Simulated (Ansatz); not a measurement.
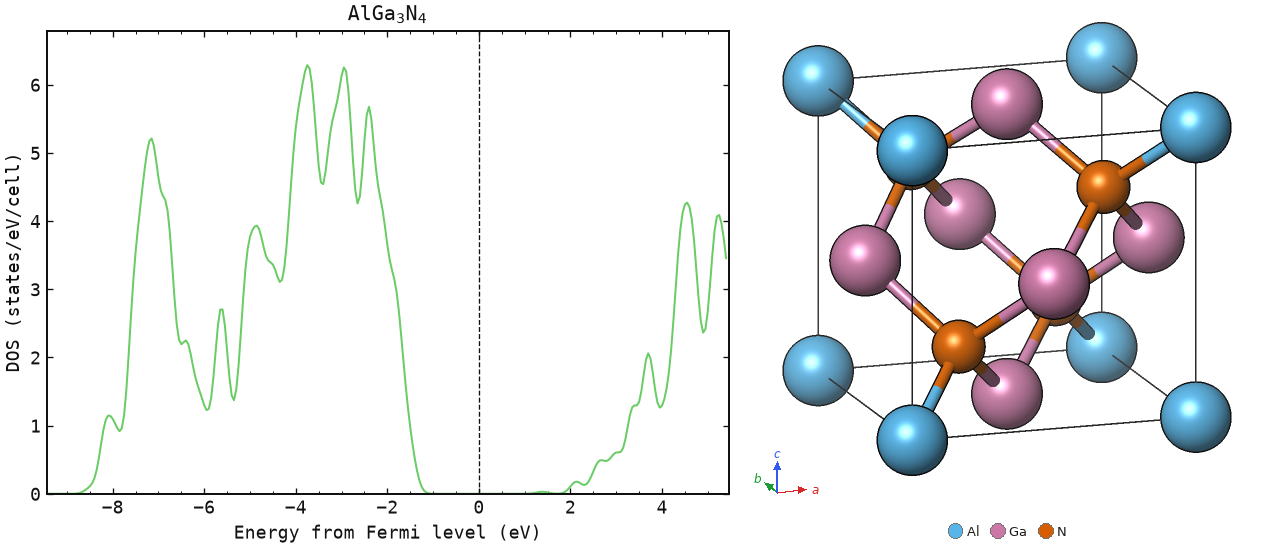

Describe the figure.

Density of states of AlGa₃N₄, space group P-43m (No. 215), 8 atoms in the cell, beside the structure. Computed with Ansatz 0.2.0: DFT, r2SCAN+rVV10, plane waves, PAW, no spin polarisation, 6×6×6 k mesh, 500 eV cutoff. Energies are counted from the Fermi level. The curve is built from the levels of the k mesh with Gaussians 0.3 eV wide, which also blur the band edges.

There is a gap; over the k points computed it is 2.82 eV (direct among those points). The upper group of valence states starts about 7.0 eV under the valence-band top (which lies at −1.4 eV on this axis), with a gap beneath it; it holds about 24 electrons a cell.
